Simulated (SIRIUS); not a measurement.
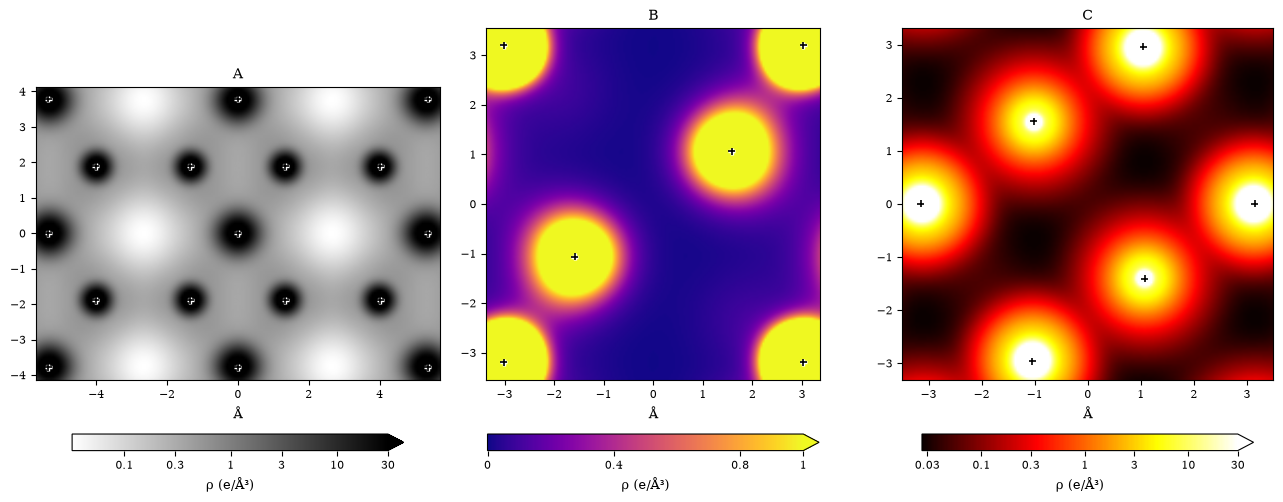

The total electron density of 3 systems, each on a plane through atoms (crosses mark nuclei in the plane).

Method: Kohn-Sham DFT of a periodic cell, PBE, all-electron FP-LAPW in SIRIUS 7.12.0.

System 1: CoSi2, the (110) plane of the conventional cell. Space group Fm-3m; spin-polarised.

```cif
data_structure
_symmetry_space_group_name_H-M 'P 1'
_symmetry_Int_Tables_number 1
_cell_length_a 5.3560
_cell_length_b 5.3560
_cell_length_c 5.3560
_cell_angle_alpha 90.000
_cell_angle_beta 90.000
_cell_angle_gamma 90.000
_cell_volume 153.65
loop_
_atom_site_label
_atom_site_type_symbol
_atom_site_fract_x
_atom_site_fract_y
_atom_site_fract_z
_atom_site_occupancy
Co1 Co 0.00000 0.00000 0.00000 1
Co2 Co 0.50000 0.50000 0.00000 1
Co3 Co 0.50000 0.00000 0.50000 1
Co4 Co 0.00000 0.50000 0.50000 1
Si1 Si 0.75000 0.25000 0.25000 1
Si2 Si 0.25000 0.75000 0.25000 1
Si3 Si 0.25000 0.25000 0.75000 1
Si4 Si 0.75000 0.75000 0.75000 1
Si5 Si 0.25000 0.25000 0.25000 1
Si6 Si 0.75000 0.75000 0.25000 1
Si7 Si 0.75000 0.25000 0.75000 1
Si8 Si 0.25000 0.75000 0.75000 1
```

System 2: SrO, the (010) plane of the standardised cell. Space group P1.

```cif
data_structure
_symmetry_space_group_name_H-M 'P 1'
_symmetry_Int_Tables_number 1
_cell_length_a 6.2861
_cell_length_b 3.6293
_cell_length_c 3.6293
_cell_angle_alpha 90.000
_cell_angle_beta 125.264
_cell_angle_gamma 90.000
_cell_volume 67.61
loop_
_atom_site_label
_atom_site_type_symbol
_atom_site_fract_x
_atom_site_fract_y
_atom_site_fract_z
_atom_site_occupancy
Sr1 Sr 0.00094 0.50000 0.49804 1
Sr2 Sr 0.50094 0.00000 0.49804 1
O1 O 0.01367 0.00172 0.02237 1
O2 O 0.51367 0.50172 0.02237 1
```

System 3: ZrS2, the (110) plane of the conventional cell. Space group P-3m1; a structure from a database of computed crystals, not necessarily the ambient phase.

```
Zr S
1.0
     3.69138    0.00000    0.00000
    -1.84569    3.19683    0.00000
     0.00000    0.00000    6.04108
Zr S
1 2
Cartesian
  0.0000 0.0000 0.0000
  0.0000 2.1312 1.4372
  1.8457 1.0656 4.6038
```

Which map belongs to which system?

Answer. Panel A is system 1, CoSi2: the plane holds Co and Si. Co–Si (2.32 Å): ρ is about 0.49 e/Å³ halfway. Panel B is system 3, ZrS2: the plane holds Zr and S. Zr–S (2.57 Å): ρ is about 0.43 e/Å³ halfway. Panel C is system 2, SrO: the plane holds Sr and O. Sr–O (2.50 Å): the density is about 0.27 e/Å³ at the midpoint.
